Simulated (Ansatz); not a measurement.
## Electronic structure of SiGe in real space

```cif
data_structure
_symmetry_space_group_name_H-M 'P 1'
_symmetry_Int_Tables_number 1
_cell_length_a 4.1794
_cell_length_b 4.1794
_cell_length_c 5.4689
_cell_angle_alpha 90.000
_cell_angle_beta 90.000
_cell_angle_gamma 120.000
_cell_volume 82.73
loop_
_atom_site_label
_atom_site_type_symbol
_atom_site_fract_x
_atom_site_fract_y
_atom_site_fract_z
_atom_site_occupancy
Ge1 Ge 0.33333 0.66667 0.25000 1
Ge2 Ge 0.66667 0.33333 0.75000 1
Si1 Si 0.66667 0.33333 0.25000 1
Si2 Si 0.33333 0.66667 0.75000 1
```

Space group P6₃/mmc; started from the h-MgO (five-fold) prototype, which need not be the ambient phase.

These are results of DFT, PBEsol, plane waves, PAW (Ansatz), not measurements.

The density is the valence pseudo-density of a PAW calculation; it isn't the true density close to the nuclei.

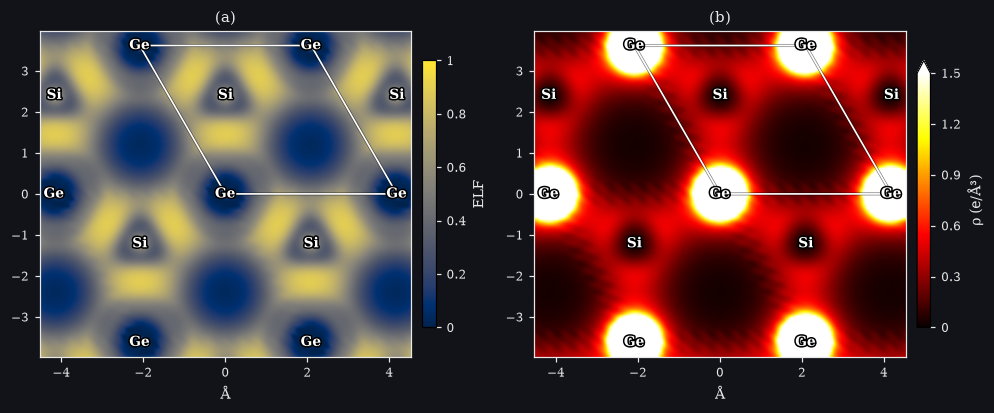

Figure 1. (a) electron localisation function; (b) valence electron density on the (001) plane of the conventional cell.

Describe what can be read from this map.

Answer. The section cuts through Ge and Si sites.
Si–Ge (2.41 Å): the density is about 0.5 e/Å³ at the midpoint; the ELF peaks at about 0.90 between the atoms.
Between the atoms the lowest density in this plane is 0.03 e/Å³.

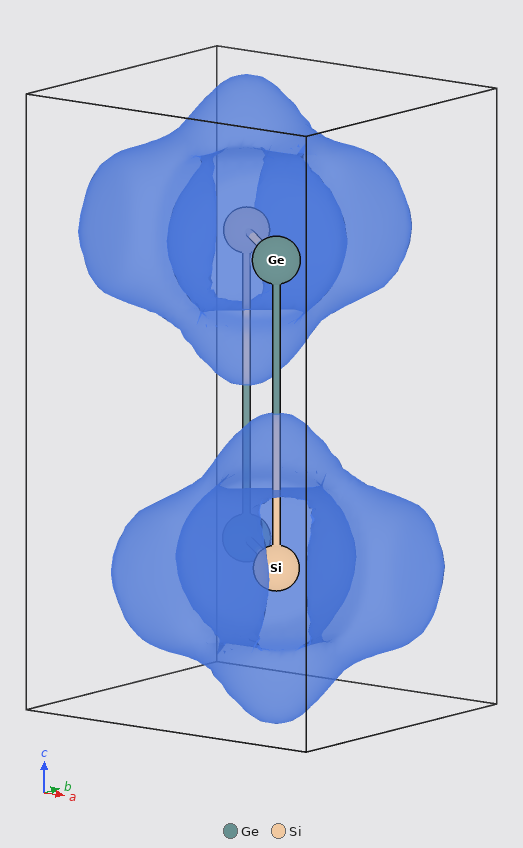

Figure 2. Isosurface of the electron localisation function at 0.65 (blue), seen slightly off an axis. Core shells and regions of very low density are left out. Sticks mark near contacts.

Identify the bonds, lone pairs and shells in this picture.

Answer. The ELF exceeds this value in two regions on Si in which the atom's valence shell and bonds are merged, counted in one cell of 4 atoms. Any copies at cell faces, edges or corners count once.


 Si–Ge (2.73 Å): the ELF peaks at about 0.80 in the valence shell of Si, 1.0 Å from its nucleus, and is about 0.65 at the midpoint.
